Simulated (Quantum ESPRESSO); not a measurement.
# Energy of RbBr along an even scaling of the cell

System: RbBr (Fm-3m, 2 atoms in the cell).
Method: Kohn-Sham DFT of a periodic cell, rev-vdW-DF2, PseudoDojo 0.4.1 SR PBE standard, no spin polarisation (Quantum ESPRESSO 7.5).

The 7 runs differ only in the geometry, by an even scaling of the cell at fixed fractional positions. The structure derives from an entry of the Crystallography Open Database.

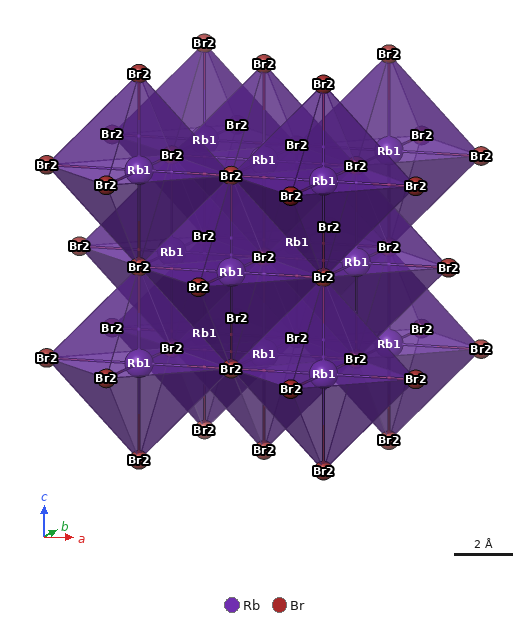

Figure 1. The structure of run 4 (polyhedral view of the cell 4 times as large as that of the calculation, set on its symmetry axes, seen slightly off an axis; polyhedra are completed across the faces of the cell; atoms are numbered from 1 in the order of the input).

## Input of run 4
```
&CONTROL
  calculation = 'scf'
  prefix = 'pwscf'
  outdir = './tmp'
  pseudo_dir = './pseudo'
  tprnfor = .true.
  tstress = .true.
  disk_io = 'nowf'
/
&SYSTEM
  ibrav = 0
  nat = 2
  ntyp = 2
  ecutwfc = 46
  nbnd = 14
  input_dft = 'vdw-df2-b86r'
  occupations = 'smearing'
  smearing = 'fd'
  degauss = 0.00367493
/
&ELECTRONS
  conv_thr = 4d-10
  electron_maxstep = 120
  mixing_beta = 0.5
/
ATOMIC_SPECIES
Rb    85.4678 Rb.upf
Br    79.9040 Br.upf
CELL_PARAMETERS angstrom
   0.0000000000    3.4270000000    3.4270000000
   3.4270000000    0.0000000000    3.4270000000
   3.4270000000    3.4270000000    0.0000000000
ATOMIC_POSITIONS crystal
Rb     0.0000000000    0.0000000000    0.0000000000
Br     0.5000000000    0.5000000000    0.5000000000
K_POINTS automatic
7 7 7 0 0 0
```

Command:
```bash
OMP_NUM_THREADS=1 pw.x -in pw.in > pw.out
```

Run 3 differs from it as follows:
```diff
-   0.0000000000    3.4270000000    3.4270000000
-   3.4270000000    0.0000000000    3.4270000000
-   3.4270000000    3.4270000000    0.0000000000
+   0.0000000000    3.4039993070    3.4039993070
+   3.4039993070    0.0000000000    3.4039993070
+   3.4039993070    3.4039993070    0.0000000000
```

## Results, with one run withheld

| run | volume per atom (Å³) | free energy per atom, from the lowest run given (meV) | pressure (GPa) | gap on the mesh (eV) |
| --- | --- | --- | --- | --- |
| 1 | 37.833 | 11.07 | 1.29 | 4.34 |
| 2 | 38.638 | 5.59 | 0.88 | 4.28 |
| 3 | 39.443 | ? | ? | ? |
| 4 | 40.248 | 0.26 | 0.19 | 4.17 |
| 5 | 41.053 | 0.00 | −0.10 | 4.12 |
| 6 | 41.858 | 1.10 | −0.35 | 4.07 |
| 7 | 42.663 | 3.41 | −0.58 | 4.03 |

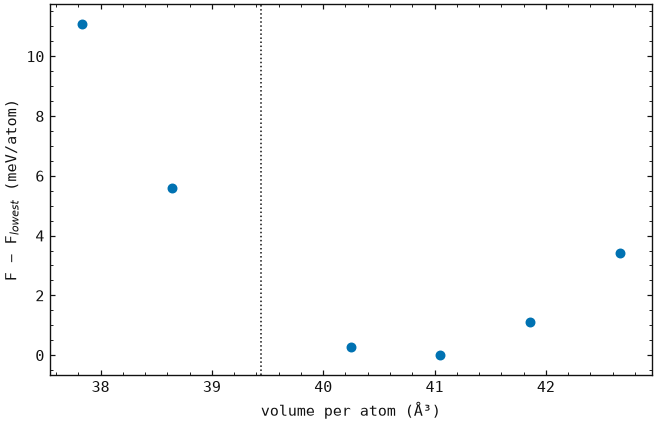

Figure 2. Free energy per atom of the runs given; the dotted line marks run 3.

What should run 3 give?

A cubic polynomial in V^(−2/3) (the Birch–Murnaghan form), fitted to the 6 runs given, misses them by under 0.01 meV per atom. With x = V^(−2/3) − 0.08504 Å⁻², it reads F = 0.17364 + 755.86 x + 5.8102e+05 x² + 3.5757e+06 x³ (meV per atom). At run 3 it gives 2.06 meV per atom, and the run itself gives 2.06. The slope of the fit gives a pressure −dF/dV of 0.52 GPa there, and the run prints 0.52 GPa. The fit has its minimum at 40.794 Å³ per atom, where V d²F/dV² gives 14.3 GPa: the bulk modulus at this level, since symmetry fixes the shape and the positions. The gap on the mesh goes, without turning, from 4.34 eV in run 1 to 4.03 eV in run 7; run 3 has 4.23 eV. These are gaps of this functional on this mesh, which can miss the band edges; they aren't the measured gap.

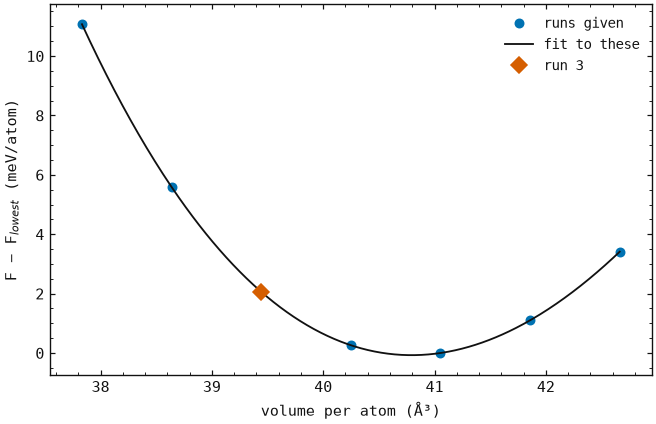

Figure 3. The fit and the withheld run.

## Some lines of the output (run 3)
```
[...]
     unit-cell volume          =     532.3472 (a.u.)^3
     number of k points=    20  Fermi-Dirac smearing, width (Ry)=  0.0037
     total energy              =     -85.95257761 Ry
     total energy              =     -85.96268408 Ry
     total energy              =     -85.96287907 Ry
     total energy              =     -85.96290504 Ry
     total energy              =     -85.96290769 Ry
     total energy              =     -85.96290778 Ry
     total energy              =     -85.96290779 Ry
     the Fermi energy is     3.8611 ev
!    total energy              =     -85.96290779 Ry
     The total energy is F=E-TS. E is the sum of the following terms:
     Computing stress (Cartesian axis) and pressure
          total   stress  (Ry/bohr**3)                   (kbar)     P=        5.15
```

Notes: The record of the run, not the program, notes: potentials made for another functional. Points of doubt noted for this run: potentials made for another functional.
